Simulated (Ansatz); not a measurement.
# Platinum, fcc under PBE: how the plane-wave cutoff moves the result

Aim: find which plane-wave cutoff is enough for energy and pressure. The geometry was relaxed under PBE beforehand and stays fixed; 9 values are run, from 150 to 800 eV. Wanted are the values from which on the energy stays within 10 and 1 meV/atom, and the pressure within 0.5 GPa, of the last run. Within the series other settings stay, but some runs also write fields, which adds to their time. Spin polarisation is left out.

Program: Ansatz 0.2.0. Level of theory: DFT PBE, plane waves with PAW, scalar-relativistic. These are calculated values, not measurements.

**1. The starting structure**

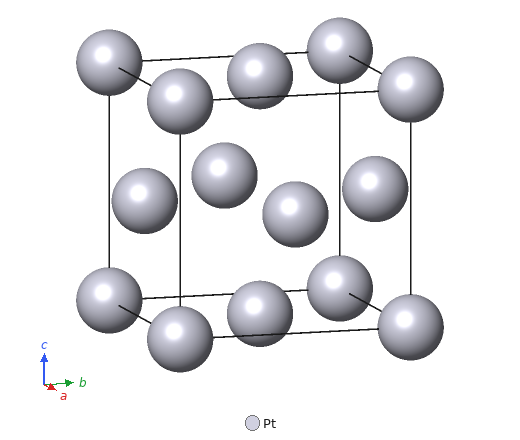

Start, viewed slightly off an axis; platinum light grey. The conventional cell is drawn; the run uses a primitive one. Any atoms on the faces are drawn again on the opposite ones.

Coordinates:

```cif
data_structure
_symmetry_space_group_name_H-M 'P 1'
_symmetry_Int_Tables_number 1
_cell_length_a 2.8083
_cell_length_b 2.8083
_cell_length_c 2.8083
_cell_angle_alpha 60.000
_cell_angle_beta 60.000
_cell_angle_gamma 60.000
_cell_volume 15.66
loop_
_atom_site_label
_atom_site_type_symbol
_atom_site_fract_x
_atom_site_fract_y
_atom_site_fract_z
_atom_site_occupancy
Pt1 Pt 0.00000 0.00000 0.00000 1
```

**2. The usual settings first**

Input file input.yaml:

```yaml
crystal:
  lattice:
    - [0.0, 1.9857786488, 1.9857786488]
    - [1.9857786488, 0.0, 1.9857786488]
    - [1.9857786488, 1.9857786488, 0.0]
  atoms:
    - { symbol: Pt, position: [0.0, 0.0, 0.0] }
hamiltonian:
  xc: pbe
  pseudopotentials:
    kind: paw
    azcp:
      Pt: "pseudopotentials/Pt.paw.azcp"
basis:
  ecutwfc: 420
  fft_grid_basis: typed
kpoints:
  mp_grid: { grid: [22, 22, 22], shift: [0, 0, 0] }
magnetization:
  spin_polarized: false
scf:
  occupations: { method: fermi_dirac, width: 0.1 }
  lower_state_search: "off"
output:
  stress: true
```

Command:

```
ansatz run input.yaml --threads 1 --pin off --max-ram 3584MiB --backend cpu --events-out ev --progress --plain --runs-dir out
```

The program printed:

```text
Engine: ansatz 0.2.0, x86_64-unknown-linux-gnu
Pseudopotentials: kind: paw
Pseudopotential: Pt, paw, valence charge 18, recommended cutoff 420 eV (normal), <dir>
Functional definition: PBE
  parameter kappa = 0.804
  parameter beta = 0.06672455060314922
  exchange = pbe_x(kappa = kappa, mu = beta*pi^2/3)
  correlation = pbe_c(beta = beta)
Crystal: 1 atoms, lattice volume = 15.661 Å³
Basis set: ecut = 420 eV, 331 PW (Γ)
Bands: 13, of which v1, the nominal top of the filled ones, is band 9 counted from 1 (8 counted from 0)
Symmetry: 48 space group operations
Space group: Fm-3m (ITA 225), of the structure as read, at distance tolerance 2.5e-5 Å
k-points: 328 of 10648
Non-local potential: Pt, projectors of the file, l = 0: 3, l = 1: 2, l = 2: 2, l = 3: 1
PAW form: soft (Blöchl's): semilocal exchange-correlation on the pseudo side does not see the compensation charge
PAW one-centre angular grid: Pt, 590 points (default); XC on 64 Gauss nodes
Initial density: superposition of atomic densities (neutral atoms: chi_scale 0, normalization atom), corrected by the library's trained network
Initial wavefunctions: pseudopotential atomic-orbital guess
Functional: x = pbe(κ = 0.804, μ = 0.2195149727645171), c = pbe(β = 0.06672455060314922)
SCF iter   1: F=—  HF=-12523.045339 eV  |F-HF|=—  |Δ(HF+E_count)|=         —  Δρ=3.03e-3  dr2=2.10e-4  ethr=1.77e-3  ⟨swp⟩=5.0  Hψ=23223  notcnv=0
preconditioner: auto → none  [metal: Δε(μ)=0.005 eV  Ē_g=13.855 eV  σ=0.100 eV  W_gap=0.01  n_scr=8 (ndim 8)  ℏωp=29.7 eV  f_vac=0.000  D(μ)=1.76/eV (n_scr^D=26)  sad-step TF]
SCF iter   2: F=—  HF=-12523.045750 eV  |F-HF|=—  |Δ(HF+E_count)|=   4.10e-4  Δρ=1.69e-3  dr2=7.37e-5  ethr=1.17e-6  ⟨swp⟩=2.3  Hψ=9553  notcnv=0
SCF iter   3: F=—  HF=-12523.045927 eV  |F-HF|=—  |Δ(HF+E_count)|=   1.77e-4  Δρ=3.11e-4  dr2=1.50e-5  ethr=4.10e-7  ⟨swp⟩=2.0  Hψ=5953  notcnv=0
SCF iter   4: F=—  HF=-12523.045923 eV  |F-HF|=—  |Δ(HF+E_count)|=   4.40e-6  Δρ=9.26e-5  dr2=7.05e-7  ethr=8.32e-8  ⟨swp⟩=2.6  Hψ=6060  notcnv=0
iter 5 did not close the SCF: its close was put off for the readings that it lacked (scf_convergence_deferred on its scf_iter line)
SCF iter   5: F=-12523.045923 eV  HF=-12523.045923 eV  |F-HF|=1.16e-9  |Δ(HF+E_count)|=   5.08e-8  Δρ=2.18e-5  dr2=2.64e-8  ethr=3.92e-9  ⟨swp⟩=2.2  Hψ=5799  notcnv=0
SCF iter   6: F=-12523.045923 eV  HF=-12523.045923 eV  |F-HF|=1.19e-9  |Δ(HF+E_count)|=   6.56e-9  Δρ=4.15e-6  dr2=2.16e-9  ethr=1.46e-10  ⟨swp⟩=2.0  Hψ=14146  notcnv=0
SCF 1 converged in 6 iterations: F = -12523.045923 eV  dr2 = 2.16e-9
SCF converged after 6 iterations
Free energy (F): -12523.045923 eV
Harris-Foulkes:  -12523.045923 eV  (|F-HF|=1.19e-9)
Internal energy: -12522.989754 eV  (E = F + TS)
E sigma→0 (E₀):  -12523.017838 eV
Entropy (-TS):   -0.056168 eV (-56.168 meV/atom)
Fermi energy:    22.261894 eV
--- Per-component energies (eV) ---
  E_band       = -145.780760
  E_kinetic    = 636.997643
  E_local      = -1510.974716  (includes V_loc(G=0)·N_el)
  E_nonlocal   = 199.828887
  E_hartree    = 559.618345
  E_xc         = -261.584423
  E_vxc        = -302.578883  (∫ρ·V_xc dr)
  E_paw        = -9453.901094  (= ΣΔE_a)
  E_vpaw       = -288.292405  (= ΣTr[D̂ρ^β])
  E_aug_tail   = 0.000203  (compensation charges beyond the density's cutoff)
  E_ewald      = -2692.974600
  E_smearing   = -0.056168  (= −TS)
  E_closure    = 0.000000  (closes the sum)
  Σ components = -12523.045923   (vs F -12523.045923, Δ=0.00e0)
--- Stress (GPa, compression-positive) ---
        0.079037       0.000000       0.000000
       -0.000000       0.079037      -0.000000
        0.000000       0.000000       0.079037
  P = ⅓ Tr σ = 0.0790 GPa (0.790 kbar)
```

It took 4.7 s on 1 thread of Intel Xeon Platinum 8259CL at 2.50GHz (Skylake/Cascade Lake), shared host; peak memory 0.52 GiB.

**3. With a cutoff of 150 eV**

The run at 150 eV.

input.yaml, as its differences from that of step 2:

```diff
@@ -14,6 +14,6 @@
 basis:
-  ecutwfc: 420
+  ecutwfc: 150
   fft_grid_basis: typed
 kpoints:
-  mp_grid: { grid: [22, 22, 22], shift: [0, 0, 0] }
+  mp_grid: { grid: [14, 14, 14], shift: [0, 0, 0] }
 magnetization:
```

Command:

```
ansatz run input.yaml --threads 1 --pin off --max-ram 3584MiB --backend cpu --events-out ev --progress --plain --runs-dir out
```

The program printed:

```text
Warning: basis.ecutwfc = 150 eV is below the records' recommended 420 eV, and the density's cutoff is lower with it unless basis.ecutrho_ratio is high enough to keep the records' density cutoff: compare with a run at a higher cutoff
Warning: basis.ecutrho_ratio 4 (ecutrho = 600 eV, dense FFT grid 12×12×12): the grid does not resolve the core-correction charge of Pt (measure 0.31 e/Å^2.5); warned from 0.08. The energy and each atom's force then go with where the atoms sit on the grid: on a 12-atom cubic HfO2 cell under PBE a rigid shift of all atoms moved the force on Hf by 0.18 eV/Å at 0.48, by 0.036 at 0.24 and by 0.007 at 0.11. If this deck is also warned that a cutoff or its ratio is below what is recommended, mend that before anything below. First try basis.xc_grid, which is 1 on this run (the dense grid itself), where it is not refused (2, then 3). Above 1 the core-correction charge is laid on the exchange–correlation grid, and this warning is never given, whether or not the level is enough: its absence clears nothing. Test the level that you keep as below, above all under a meta-GGA. That key's page has a check by the forces of two runs, which can only reject a level. A larger basis.ecutrho_ratio can raise measure and error alike: a --dry-run at basis.xc_grid: 1 prints this line at no cost. To test a result, follow "To test a result" on basis.ecutrho_ratio's page in the input reference, which also says what the measure is; its shift on this grid is (0.011905, 0.023810, 0.035714), in fractions of the lattice vectors of the cell that is solved
[... 8 set-up lines as earlier in the session ...]
Crystal: 1 atoms, lattice volume = 15.661 Å³
Basis set: ecut = 150 eV, 59 PW (Γ)
Bands: 13, of which v1, the nominal top of the filled ones, is band 9 counted from 1 (8 counted from 0)
[... 2 set-up lines as earlier in the session ...]
k-points: 104 of 2744
[... 6 set-up lines as earlier in the session ...]
SCF iter   1: F=—  HF=-12481.680327 eV  |F-HF|=—  |Δ(HF+E_count)|=         —  Δρ=4.34e-1  dr2=2.02e1  ethr=1.77e-3  ⟨swp⟩=4.4  Hψ=6232  notcnv=0
preconditioner: auto → none  [metal: Δε(μ)=0.017 eV  Ē_g=14.025 eV  σ=0.100 eV  W_gap=0.04  n_scr=8 (ndim 8)  ℏωp=29.7 eV  f_vac=0.000  D(μ)=1.20/eV (n_scr^D=14)  sad-step TF]
SCF iter   2: F=—  HF=-12474.472485 eV  |F-HF|=—  |Δ(HF+E_count)|=    7.21e0  Δρ=2.42e-1  dr2=5.59e0  ethr=1.77e-3  ⟨swp⟩=2.0  Hψ=3536  notcnv=0
SCF iter   3: F=—  HF=-12471.552552 eV  |F-HF|=—  |Δ(HF+E_count)|=    2.92e0  Δρ=1.53e-2  dr2=1.79e-2  ethr=1.77e-3  ⟨swp⟩=2.2  Hψ=3266  notcnv=0
SCF iter   4: F=—  HF=-12471.571353 eV  |F-HF|=—  |Δ(HF+E_count)|=   1.88e-2  Δρ=1.88e-3  dr2=4.06e-4  ethr=9.97e-5  ⟨swp⟩=2.0  Hψ=2288  notcnv=0
SCF iter   5: F=—  HF=-12471.571345 eV  |F-HF|=—  |Δ(HF+E_count)|=   8.22e-6  Δρ=2.83e-4  dr2=1.21e-5  ethr=2.26e-6  ⟨swp⟩=2.2  Hψ=1789  notcnv=0
SCF iter   6: F=—  HF=-12471.571341 eV  |F-HF|=—  |Δ(HF+E_count)|=   3.78e-6  Δρ=1.73e-5  dr2=3.60e-8  ethr=5.56e-10  ⟨swp⟩=2.3  Hψ=4667  notcnv=0
SCF iter   7: F=-12471.571341 eV  HF=-12471.571341 eV  |F-HF|=2.73e-10  |Δ(HF+E_count)|=   1.09e-8  Δρ=1.68e-6  dr2=3.78e-10  ethr=2.00e-10  ⟨swp⟩=1.4  Hψ=4085  notcnv=0
SCF 1 converged in 7 iterations: F = -12471.571341 eV  dr2 = 3.78e-10
SCF converged after 7 iterations
Free energy (F): -12471.571341 eV
Harris-Foulkes:  -12471.571341 eV  (|F-HF|=2.73e-10)
Internal energy: -12471.533153 eV  (E = F + TS)
E sigma→0 (E₀):  -12471.552247 eV
Entropy (-TS):   -0.038188 eV (-38.188 meV/atom)
Fermi energy:    22.350511 eV
--- Per-component energies (eV) ---
  E_band       = -189.711785
  E_kinetic    = 676.575635
  E_local      = -1345.190612  (includes V_loc(G=0)·N_el)
  E_nonlocal   = 106.886260
  E_hartree    = 458.901934
  E_xc         = -272.293340
  E_vxc        = -317.411874  (∫ρ·V_xc dr)
  E_paw        = -9403.443020  (= ΣΔE_a)
  E_vpaw       = -228.380482  (= ΣTr[D̂ρ^β])
  E_aug_tail   = 0.004590  (compensation charges beyond the density's cutoff)
  E_ewald      = -2692.974600
  E_smearing   = -0.038188  (= −TS)
  E_closure    = 0.000000  (closes the sum)
  Σ components = -12471.571341   (vs F -12471.571341, Δ=0.00e0)
--- Stress (GPa, compression-positive) ---
      -96.013427      -0.000000       0.000000
       -0.000000     -96.013427      -0.000000
        0.000000      -0.000000     -96.013427
  P = ⅓ Tr σ = -96.0134 GPa (-960.134 kbar)
```

It took 1.1 s on 1 thread of Intel Xeon Platinum 8259CL at 2.50GHz (Skylake/Cascade Lake), shared host; peak memory 0.44 GiB.

**4. With a cutoff of 200 eV**

The run at 200 eV.

input.yaml, as its differences from that of step 3:

```diff
@@ -14,3 +14,3 @@
 basis:
-  ecutwfc: 150
+  ecutwfc: 200
   fft_grid_basis: typed
```

Command:

```
ansatz run input.yaml --threads 1 --pin off --max-ram 3584MiB --backend cpu --events-out ev --progress --plain --runs-dir out
```

The program printed:

```text
Warning: basis.ecutwfc = 200 eV is below the records' recommended 420 eV, and the density's cutoff is lower with it unless basis.ecutrho_ratio is high enough to keep the records' density cutoff: compare with a run at a higher cutoff
[... 8 set-up lines as earlier in the session ...]
Crystal: 1 atoms, lattice volume = 15.661 Å³
Basis set: ecut = 200 eV, 113 PW (Γ)
Bands: 13, of which v1, the nominal top of the filled ones, is band 9 counted from 1 (8 counted from 0)
[... 2 set-up lines as earlier in the session ...]
k-points: 104 of 2744
[... 6 set-up lines as earlier in the session ...]
SCF iter   1: F=—  HF=-12513.103167 eV  |F-HF|=—  |Δ(HF+E_count)|=         —  Δρ=1.55e-1  dr2=2.02e0  ethr=1.77e-3  ⟨swp⟩=4.8  Hψ=6534  notcnv=0
preconditioner: auto → none  [metal: Δε(μ)=0.027 eV  Ē_g=13.678 eV  σ=0.100 eV  W_gap=0.07  n_scr=8 (ndim 8)  ℏωp=29.7 eV  f_vac=0.000  D(μ)=1.76/eV (n_scr^D=26)  sad-step TF]
SCF iter   2: F=—  HF=-12512.424686 eV  |F-HF|=—  |Δ(HF+E_count)|=   6.78e-1  Δρ=7.74e-2  dr2=3.89e-1  ethr=1.77e-3  ⟨swp⟩=2.4  Hψ=3430  notcnv=0
SCF iter   3: F=—  HF=-12512.260213 eV  |F-HF|=—  |Δ(HF+E_count)|=   1.64e-1  Δρ=8.82e-3  dr2=3.70e-3  ethr=1.77e-3  ⟨swp⟩=2.0  Hψ=2704  notcnv=0
SCF iter   4: F=—  HF=-12512.261882 eV  |F-HF|=—  |Δ(HF+E_count)|=   1.67e-3  Δρ=1.16e-3  dr2=1.91e-4  ethr=2.06e-5  ⟨swp⟩=2.2  Hψ=2228  notcnv=0
SCF iter   5: F=—  HF=-12512.261856 eV  |F-HF|=—  |Δ(HF+E_count)|=   2.68e-5  Δρ=8.84e-5  dr2=4.19e-7  ethr=1.06e-6  ⟨swp⟩=2.5  Hψ=2087  notcnv=0
SCF iter   6: F=—  HF=-12512.261855 eV  |F-HF|=—  |Δ(HF+E_count)|=   7.42e-7  Δρ=4.50e-6  dr2=1.90e-9  ethr=5.56e-10  ⟨swp⟩=3.9  Hψ=3923  notcnv=0
SCF iter   7: F=-12512.261855 eV  HF=-12512.261855 eV  |F-HF|=1.82e-12  |Δ(HF+E_count)|=  1.27e-11  Δρ=3.31e-7  dr2=1.44e-11  ethr=1.06e-11  ⟨swp⟩=1.0  Hψ=3708  notcnv=0
SCF 1 converged in 7 iterations: F = -12512.261855 eV  dr2 = 1.44e-11
SCF converged after 7 iterations
Free energy (F): -12512.261855 eV
Harris-Foulkes:  -12512.261855 eV  (|F-HF|=1.82e-12)
Internal energy: -12512.200817 eV  (E = F + TS)
E sigma→0 (E₀):  -12512.231336 eV
Entropy (-TS):   -0.061038 eV (-61.038 meV/atom)
Fermi energy:    22.236398 eV
--- Per-component energies (eV) ---
  E_band       = -158.119374
  E_kinetic    = 660.964354
  E_local      = -1474.805930  (includes V_loc(G=0)·N_el)
  E_nonlocal   = 163.778895
  E_hartree    = 535.746810
  E_xc         = -266.903206
  E_vxc        = -309.684520  (∫ρ·V_xc dr)
  E_paw        = -9438.006680  (= ΣΔE_a)
  E_vpaw       = -269.865489  (= ΣTr[D̂ρ^β])
  E_aug_tail   = -0.000460  (compensation charges beyond the density's cutoff)
  E_ewald      = -2692.974600
  E_smearing   = -0.061038  (= −TS)
  E_closure    = 0.000000  (closes the sum)
  Σ components = -12512.261855   (vs F -12512.261855, Δ=0.00e0)
--- Stress (GPa, compression-positive) ---
        3.916266       0.000000       0.000000
        0.000000       3.916266      -0.000000
       -0.000000      -0.000000       3.916266
  P = ⅓ Tr σ = 3.9163 GPa (39.163 kbar)
```

Run time: 1.1 s. Hardware: 1 thread of Intel Xeon Platinum 8259CL at 2.50GHz (Skylake/Cascade Lake), shared host; peak memory 0.44 GiB.

**5. With a cutoff of 250 eV**

The run at 250 eV.

input.yaml, as its differences from that of step 4:

```diff
@@ -14,3 +14,3 @@
 basis:
-  ecutwfc: 200
+  ecutwfc: 250
   fft_grid_basis: typed
```

Command:

```
ansatz run input.yaml --threads 1 --pin off --max-ram 3584MiB --backend cpu --events-out ev --progress --plain --runs-dir out
```

The program printed:

```text
Warning: basis.ecutwfc = 250 eV is below the records' recommended 420 eV, and the density's cutoff is lower with it unless basis.ecutrho_ratio is high enough to keep the records' density cutoff: compare with a run at a higher cutoff
[... 8 set-up lines as earlier in the session ...]
Crystal: 1 atoms, lattice volume = 15.661 Å³
Basis set: ecut = 250 eV, 137 PW (Γ)
Bands: 13, of which v1, the nominal top of the filled ones, is band 9 counted from 1 (8 counted from 0)
[... 2 set-up lines as earlier in the session ...]
k-points: 104 of 2744
[... 6 set-up lines as earlier in the session ...]
SCF iter   1: F=—  HF=-12521.622666 eV  |F-HF|=—  |Δ(HF+E_count)|=         —  Δρ=4.10e-2  dr2=1.05e-1  ethr=1.77e-3  ⟨swp⟩=4.8  Hψ=6463  notcnv=0
preconditioner: auto → none  [metal: Δε(μ)=0.015 eV  Ē_g=13.895 eV  σ=0.100 eV  W_gap=0.04  n_scr=8 (ndim 8)  ℏωp=29.7 eV  f_vac=0.000  D(μ)=1.63/eV (n_scr^D=14)  sad-step TF]
SCF iter   2: F=—  HF=-12521.593923 eV  |F-HF|=—  |Δ(HF+E_count)|=   2.87e-2  Δρ=2.02e-2  dr2=1.91e-2  ethr=5.86e-4  ⟨swp⟩=1.9  Hψ=2481  notcnv=0
SCF iter   3: F=—  HF=-12521.589370 eV  |F-HF|=—  |Δ(HF+E_count)|=   4.55e-3  Δρ=2.67e-3  dr2=2.63e-4  ethr=1.06e-4  ⟨swp⟩=2.3  Hψ=2310  notcnv=0
SCF iter   4: F=—  HF=-12521.589521 eV  |F-HF|=—  |Δ(HF+E_count)|=   1.51e-4  Δρ=4.86e-4  dr2=2.93e-5  ethr=1.46e-6  ⟨swp⟩=2.0  Hψ=2306  notcnv=0
SCF iter   5: F=—  HF=-12521.589520 eV  |F-HF|=—  |Δ(HF+E_count)|=   1.58e-6  Δρ=3.76e-5  dr2=4.47e-8  ethr=1.63e-7  ⟨swp⟩=2.9  Hψ=2288  notcnv=0
SCF iter   6: F=-12521.589520 eV  HF=-12521.589520 eV  |F-HF|=3.82e-11  |Δ(HF+E_count)|=   4.02e-8  Δρ=2.25e-6  dr2=2.94e-10  ethr=2.49e-10  ⟨swp⟩=1.9  Hψ=4226  notcnv=0
SCF 1 converged in 6 iterations: F = -12521.589520 eV  dr2 = 2.94e-10
SCF converged after 6 iterations
Free energy (F): -12521.589520 eV
Harris-Foulkes:  -12521.589520 eV  (|F-HF|=3.82e-11)
Internal energy: -12521.536127 eV  (E = F + TS)
E sigma→0 (E₀):  -12521.562823 eV
Entropy (-TS):   -0.053392 eV (-53.392 meV/atom)
Fermi energy:    22.277981 eV
--- Per-component energies (eV) ---
  E_band       = -148.771766
  E_kinetic    = 644.311617
  E_local      = -1504.861291  (includes V_loc(G=0)·N_el)
  E_nonlocal   = 190.191824
  E_hartree    = 555.203423
  E_xc         = -263.225264
  E_vxc        = -304.728602  (∫ρ·V_xc dr)
  E_paw        = -9450.182994  (= ΣΔE_a)
  E_vpaw       = -284.092744  (= ΣTr[D̂ρ^β])
  E_aug_tail   = 0.001159  (compensation charges beyond the density's cutoff)
  E_ewald      = -2692.974600
  E_smearing   = -0.053392  (= −TS)
  E_closure    = 0.000000  (closes the sum)
  Σ components = -12521.589520   (vs F -12521.589520, Δ=0.00e0)
--- Stress (GPa, compression-positive) ---
        4.027240      -0.000000       0.000000
        0.000000       4.027240       0.000000
       -0.000000       0.000000       4.027240
  P = ⅓ Tr σ = 4.0272 GPa (40.272 kbar)
```

Run time: 1.6 s. Hardware: 1 thread of Intel Xeon Platinum 8259CL at 2.50GHz (Skylake/Cascade Lake), shared host; peak memory 0.45 GiB.

**6. With a cutoff of 300 eV**

The run at 300 eV.

input.yaml, as its differences from that of step 5:

```diff
@@ -14,3 +14,3 @@
 basis:
-  ecutwfc: 250
+  ecutwfc: 300
   fft_grid_basis: typed
@@ -25 +25,5 @@
   stress: true
+  write_density: true
+  write_potential: true
+  elf: true
+  volumetric_format: npy
```

Command:

```
ansatz run input.yaml --threads 1 --pin off --max-ram 3584MiB --backend cpu --events-out ev --progress --plain --runs-dir out
```

The program printed:

```text
Warning: basis.ecutwfc = 300 eV is below the records' recommended 420 eV, and the density's cutoff is lower with it unless basis.ecutrho_ratio is high enough to keep the records' density cutoff: compare with a run at a higher cutoff
[... 8 set-up lines as earlier in the session ...]
Crystal: 1 atoms, lattice volume = 15.661 Å³
Basis set: ecut = 300 eV, 169 PW (Γ)
Bands: 13, of which v1, the nominal top of the filled ones, is band 9 counted from 1 (8 counted from 0)
[... 2 set-up lines as earlier in the session ...]
k-points: 104 of 2744
[... 6 set-up lines as earlier in the session ...]
SCF iter   1: F=—  HF=-12522.916648 eV  |F-HF|=—  |Δ(HF+E_count)|=         —  Δρ=9.12e-3  dr2=3.73e-3  ethr=1.77e-3  ⟨swp⟩=4.8  Hψ=6553  notcnv=0
preconditioner: auto → none  [metal: Δε(μ)=0.043 eV  Ē_g=13.869 eV  σ=0.100 eV  W_gap=0.11  n_scr=8 (ndim 8)  ℏωp=29.7 eV  f_vac=0.000  D(μ)=1.70/eV (n_scr^D=14)  sad-step TF]
SCF iter   2: F=—  HF=-12522.916474 eV  |F-HF|=—  |Δ(HF+E_count)|=   1.74e-4  Δρ=4.63e-3  dr2=7.76e-4  ethr=2.07e-5  ⟨swp⟩=2.0  Hψ=2710  notcnv=0
SCF iter   3: F=—  HF=-12522.916703 eV  |F-HF|=—  |Δ(HF+E_count)|=   2.29e-4  Δρ=6.13e-4  dr2=1.61e-5  ethr=4.31e-6  ⟨swp⟩=2.5  Hψ=2373  notcnv=0
SCF iter   4: F=—  HF=-12522.916712 eV  |F-HF|=—  |Δ(HF+E_count)|=   9.10e-6  Δρ=1.19e-4  dr2=1.68e-6  ethr=8.92e-8  ⟨swp⟩=2.0  Hψ=2312  notcnv=0
iter 5 did not close the SCF: its close was put off for the readings that it lacked (scf_convergence_deferred on its scf_iter line)
SCF iter   5: F=-12522.916712 eV  HF=-12522.916712 eV  |F-HF|=2.75e-9  |Δ(HF+E_count)|=   7.42e-8  Δρ=1.77e-5  dr2=2.02e-8  ethr=9.32e-9  ⟨swp⟩=2.9  Hψ=2349  notcnv=0
SCF iter   6: F=-12522.916712 eV  HF=-12522.916712 eV  |F-HF|=1.46e-10  |Δ(HF+E_count)|=   6.85e-9  Δρ=1.63e-6  dr2=1.39e-10  ethr=1.12e-10  ⟨swp⟩=4.1  Hψ=6961  notcnv=0
SCF 1 converged in 6 iterations: F = -12522.916712 eV  dr2 = 1.39e-10
SCF converged after 6 iterations
Free energy (F): -12522.916712 eV
Harris-Foulkes:  -12522.916712 eV  (|F-HF|=1.46e-10)
Internal energy: -12522.862073 eV  (E = F + TS)
E sigma→0 (E₀):  -12522.889393 eV
Entropy (-TS):   -0.054639 eV (-54.639 meV/atom)
Fermi energy:    22.246352 eV
--- Per-component energies (eV) ---
  E_band       = -146.273289
  E_kinetic    = 638.629994
  E_local      = -1510.227004  (includes V_loc(G=0)·N_el)
  E_nonlocal   = 197.833417
  E_hartree    = 559.008120
  E_xc         = -261.959420
  E_vxc        = -303.064816  (∫ρ·V_xc dr)
  E_paw        = -9453.172668  (= ΣΔE_a)
  E_vpaw       = -287.461576  (= ΣTr[D̂ρ^β])
  E_aug_tail   = 0.000088  (compensation charges beyond the density's cutoff)
  E_ewald      = -2692.974600
  E_smearing   = -0.054639  (= −TS)
  E_closure    = 0.000000  (closes the sum)
  Σ components = -12522.916712   (vs F -12522.916712, Δ=0.00e0)
--- Stress (GPa, compression-positive) ---
       -0.446943      -0.000000      -0.000000
       -0.000000      -0.446943       0.000000
       -0.000000       0.000000      -0.446943
  P = ⅓ Tr σ = -0.4469 GPa (-4.469 kbar)
--- Band table (eV; the first three rows and the last of 104) ---
  k-point 0: bands = ["-76.2033", "-30.1819", "-30.1819", "-30.1819", "12.4387", "18.6816", "18.6816", "18.6816", "20.7043", "20.7043", "36.9679", "41.7130", "41.7130"]
  k-point 1: bands = ["-76.2019", "-30.2040", "-30.1852", "-30.1852", "12.6370", "18.5957", "18.7563", "18.7563", "20.6628", "20.6628", "37.2614", "40.6881", "42.0043"]
  k-point 2: bands = ["-76.1982", "-30.2598", "-30.1930", "-30.1930", "13.2016", "18.4045", "18.9355", "18.9355", "20.6054", "20.6054", "37.9805", "38.7642", "42.8311"]
  k-point 103: bands = ["-76.1669", "-30.4793", "-30.4295", "-30.3392", "16.8173", "17.4449", "18.5460", "20.5009", "22.7080", "29.1740", "29.4507", "31.2083", "33.9866"]
```

It took 1.7 s on 1 thread of Intel Xeon Platinum 8259CL at 2.50GHz (Skylake/Cascade Lake), shared host; peak memory 0.45 GiB.

(Part 1 of 2 ends here.)
